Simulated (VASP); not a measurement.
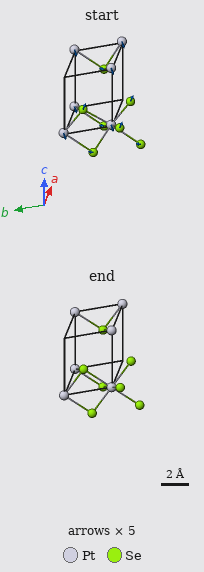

The structure of solid PtSe₂ (set up in P1) before (top) and after (bottom) a relaxation, at one scale. The blue arrows give the displacements, 5 times their true length.

The picture is a ball-and-stick view of the cell of the calculation, seen from a free direction.

The run lets the atoms move in a fixed cell, from a rattled start.

Theory: VASP 6.6.1, Kohn-Sham DFT of a periodic cell, r2SCAN, VASP PAW PBE potentials, recommended.

The input:
```
SYSTEM = PtSe2
PREC = Accurate
ENCUT = 520
EDIFF = 1E-6
ISMEAR = 0
SIGMA = 0.05
LREAL = .FALSE.
LASPH = .TRUE.
NELM = 100
ALGO = Normal
ISIF = 2
LWAVE = .FALSE.
LCHARG = .FALSE.
METAGGA = R2SCAN
LMIXTAU = .TRUE.
IBRION = 2
NSW = 60
EDIFFG = -0.02
```

Run as
```bash
cat potpaw_PBE.64/Pt/POTCAR potpaw_PBE.64/Se/POTCAR > POTCAR
mpirun -np 1 vasp_std > vasp.out
```

Summarise the run.

Answer. The energy falls by 101 meV per atom in 7 geometry steps. The largest force component goes from 2.3 to 0.015 eV/Å. The Pt atom moves most: 0.11 Å along [−3 −2 −3]. By element the largest moves are Pt 0.11 Å, Se 0.11 Å. The cell doesn't change. Among the contacts that change: Pt–Se 2.668 → 2.510 Å, Pt–Se 2.360 → 2.511 Å, Pt–Se 2.410 → 2.510 Å, Pt–Se 2.459 → 2.510 Å. Bond angles that change, for instance: Se–Pt–Se 172.2° → 180.0°, Se–Pt–Se 102.6° → 95.8°, Pt–Se–Pt 102.6° → 95.8°. The space group (tolerance 0.01 Å) goes from P1 (No. 1) to P-3m1 (No. 164).
